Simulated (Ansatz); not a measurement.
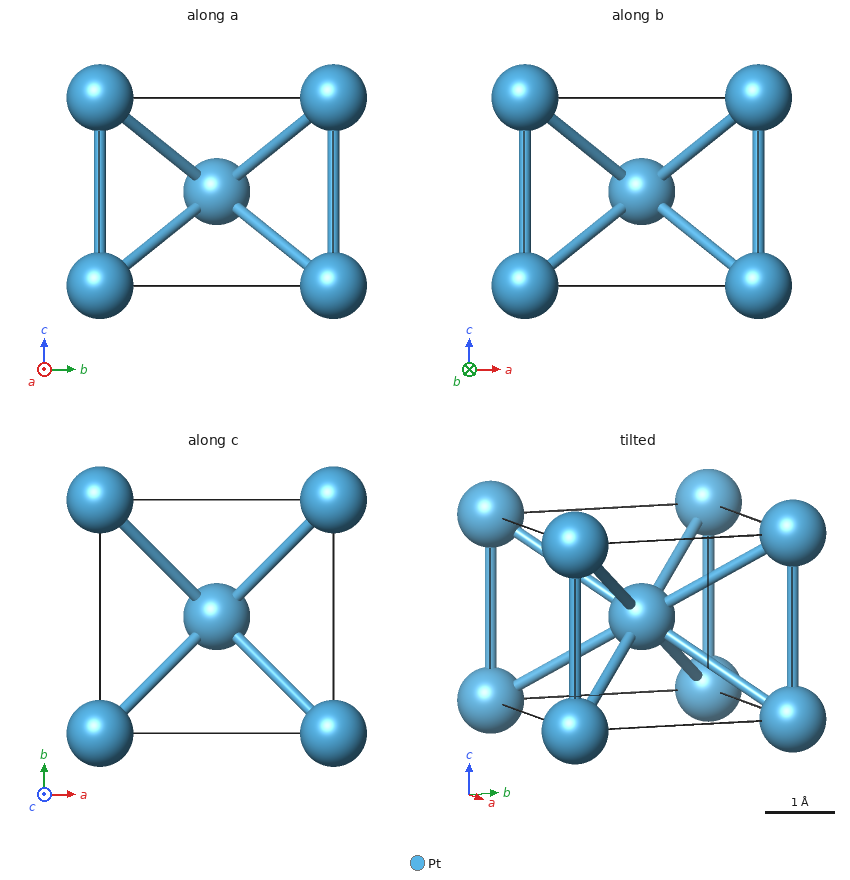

Drawn in the ball-and-stick manner and seen along the a axis, along the b axis, along the c axis and slightly off an axis. The frame is the conventional unit cell; atoms at its boundary are shown with their periodic copies.

Lattice parameters: a = 3.401 Å, b = 3.401 Å, c = 2.736 Å, α = 90.00°, β = 90.00°, γ = 90.00°. Put a along x and b in the xy plane.

### Reconstruct the structure as a POSCAR file.

```
Pt
1.0
     3.401    0.000    0.000
     0.000    3.401    0.000
     0.000    0.000    2.736
Pt
2
Direct
  0.5000 0.5000 0.5000
  0.0000 0.0000 0.0000
```

Origin of the cell: a structure type filled with this element by a generator (whether the element takes this form wasn't checked). Earlier steps of the study, as a rule a relaxation of our own, may have changed the cell and positions, so they can lie some per cent off the listed ones. Ansatz was used for an electronic-structure calculation on it.
